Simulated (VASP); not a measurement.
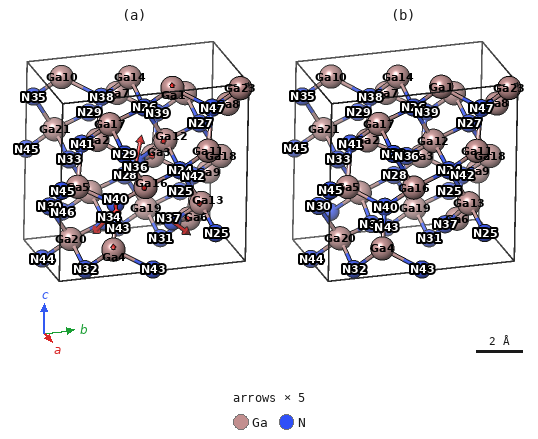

The structure of a defect cell of composition Ga23N24 before (left) and after (right) a relaxation, at one scale. The red arrows give the displacements, 5 times their true length.

A ball-and-stick model of the cell of the calculation, reduced to other axes (origin shifted), seen slightly off an axis. Lengths and directions refer to the drawn axes.

The run lets the atoms move in a fixed cell.

Level of theory: VASP, Kohn-Sham DFT of a periodic cell, PBE, VASP PAW PBE potentials, recommended.

Input
```
PREC = Normal
ENCUT = 450
EDIFF = 1E-6
ISMEAR = 0
SIGMA = 0.01
LREAL = Auto
LASPH = T
NELM = 150
ALGO = Normal
ISIF = 2
LWAVE = F
LCHARG = F
ISPIN = 2
MAGMOM = 0 0 0 0 0 0 0 0 0 0 0 0 0 0 0 0 0 0 0 0 0 0 0 0 0 0 0 0 0 0 0 0 0 0.5 0 0.5 0.5 0 0 0.5 0 0 0 0 0 0 0
LORBIT = 11
GGA = PE
IBRION = 2
NSW = 70
EDIFFG = -0.025
AMIX = 0.2
BMIX = 1E-4
AMIX_MAG = 0.8
BMIX_MAG = 1E-4
ICORELEVEL = 1
NELECT = 422.0
ISYM = 0
LUSENCCL = F
```

Launched with:
```bash
cat potpaw_PBE.64/Ga_d/POTCAR potpaw_PBE.64/N/POTCAR > POTCAR
mpirun -np 1 vasp_std > vasp.out
```

Q: Summarise the run.

A: The largest move is that of an N atom, 0.25 Å along [−2 1 3]. By element the largest moves are N 0.25 Å, Ga 0.06 Å. The cell doesn't change. Near-neighbour distances that change, for instance: Ga–N 2.081 → 1.867 Å, Ga–N 2.039 → 1.867 Å, Ga–N 2.017 → 1.874 Å, Ga–N 1.995 → 1.866 Å. Bond angles that change, for instance: Ga–N–Ga 103.8° → 113.5°, N–Ga–N 107.3° → 115.9°, Ga–N–Ga 106.0° → 113.9°. Over 13 geometry steps the energy falls by 1.861 eV per cell of the calculation. The largest force component goes from 2.2 to 0.02 eV/Å.

Limits of the set-up: the periodic images lie only 8.3 Å apart, so the values are limited by the cell's size.
